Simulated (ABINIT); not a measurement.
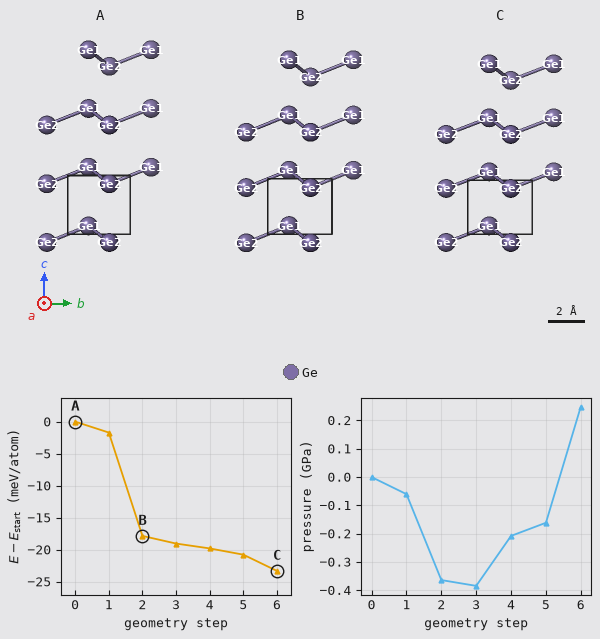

Frames of a relaxation of solid Ge (a generated structure, set up in P-3m1), marked on the history of the run. Style: ball-and-stick. Shown: the cell of the calculation, repeated 1 × 1 × 3 with one cell outlined, along the a axis.

The run lets cell and atoms move.

Theory: ABINIT 10.8.3, Kohn-Sham DFT of a periodic cell, RPBE, PseudoDojo NC SR PBE v0.4.1 standard.

The input:
```
# Pseudopotentials
pp_dirpath "./"
pseudos "Ge.upf"

# Structure
acell 7.7297546374 7.7297515957 6.2863251317
rprim
     1.0000000000     0.0000000000     0.0000000000
    -0.4999989744     0.8660259959     0.0000000000
     0.0000000000     0.0000000000     1.0000000000
ntypat 1
znucl 32
natom 2
typat 1 1
chkprim 0
chksymtnons 0
tolsym 1.0e-6
xred
   0.6666700000   0.3333300000   0.1408600000
   0.3333300000   0.6666700000   0.8591400000

# Plane-wave basis
ecut 40.0
ecutsm 0.5

# k points
kptopt 1
ngkpt 6 6 6
nshiftk 1
shiftk 0.0 0.0 0.0

# Exchange and correlation
ixc 15

# Bands and occupations
nband 18
occopt 3
tsmear 0.00183747

# SCF cycle
nstep 80
tolvrs 1.0e-12

# Output
iomode 3
prteig 0
prtebands 0
prtwf 0
prtden 0

# Relaxation
ionmov 2
optcell 2
ntime 50
tolmxf 2.0e-5
dilatmx 1.08
```

Run as
```bash
abinit run.abi > log 2>&1
```

What happens along the run?

The run was cut off at its time limit before the relaxation converged, so the last structure is only a point on the way. The largest moves relative to the cell, 0.038 Å, are those of Ge1 and Ge2. Ge1 goes along +c. The volume changes by −2.0 %, with a = b 4.090 → 4.223 Å (+3.2 %), c 3.327 → 3.060 Å (−8.0 %). Among the contacts that change: Ge1–Ge2 2.541 → 2.612 Å. The space group stays P-3m1 (No. 164). After 6 geometry steps the energy has fallen by 23.3 meV per atom. Largest force component: 0.21 eV/Å at the start, 0.14 eV/Å at the end. Pressure: 0.00 GPa at the start and 0.25 GPa at the end. Cost: 25 min on 1 thread of Intel(R) Xeon(R) 6975P-C (Granite Rapids), with other jobs on the host, peak memory 0.23 GiB. From step 0 to 2: Ge atoms move most (0.05 Å), volume −0.7 %, energy −17.9 meV per atom. From step 2 to 6: volume −1.3 %, energy −5.5 meV per atom.

| step | E − E(0), meV/atom | largest force component, eV/Å | pressure, GPa | volume, Å³/atom |
| --- | --- | --- | --- | --- |
| 0 | 0.00 | 0.2094 | 0.00 | 24.101 |
| 1 | -1.70 | 0.2014 | -0.06 | 24.101 |
| 2 | -17.86 | 0.0938 | -0.36 | 23.936 |
| 3 | -19.05 | 0.1783 | -0.38 | 23.862 |
| 4 | -19.81 | 0.2686 | -0.21 | 23.685 |
| 5 | -20.79 | 0.2395 | -0.16 | 23.702 |
| 6 | -23.33 | 0.1413 | 0.25 | 23.631 |
